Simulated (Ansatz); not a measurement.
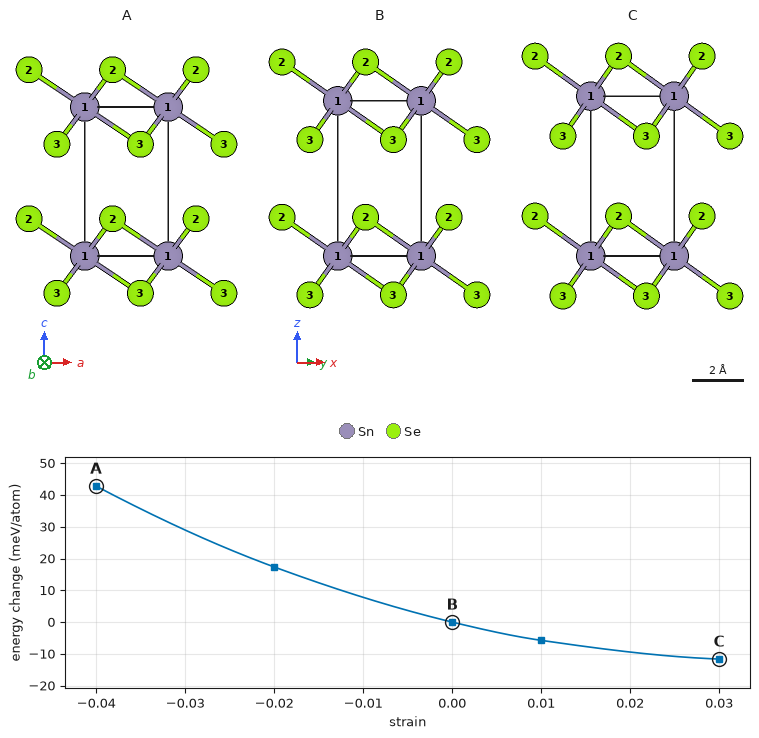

Energy scan for crystalline SnSe2 (P-3m1), in which the cell is strained along z alone, with the atoms kept at their fractional coordinates. x, y and z are the Cartesian axes of the input. The lettered frames are marked on the plot. A ball-and-stick model of the cell of the calculation, seen along the b axis.

These are results of DFT r2SCAN, scalar-relativistic, plane waves, PAW (Ansatz), not measurements. Set-up: plane-wave cutoff 500 eV; k-point mesh 9 × 9 × 6; occupations gaussian; smearing width 0.05 eV; no spin polarisation. Energies (free energies at the smearing named) are counted from the cell as listed in its source, which wasn't relaxed.

**Read off the main features of the energy profile.**

The lowest computed point lies at the strain 0.03 (−11.6 meV/atom). The energy is still falling at the end of the range, so the minimum along this coordinate lies there or beyond. The end points stand at 42.8 meV/atom (−0.04) and −11.6 meV/atom (0.03). The unrelaxed reference is under a pressure of 3.3 GPa, which tilts the curve. The distortion keeps the space group P-3m1. At the strain −0.04 the cell of the drawing goes c 6.137 → 5.892 Å.
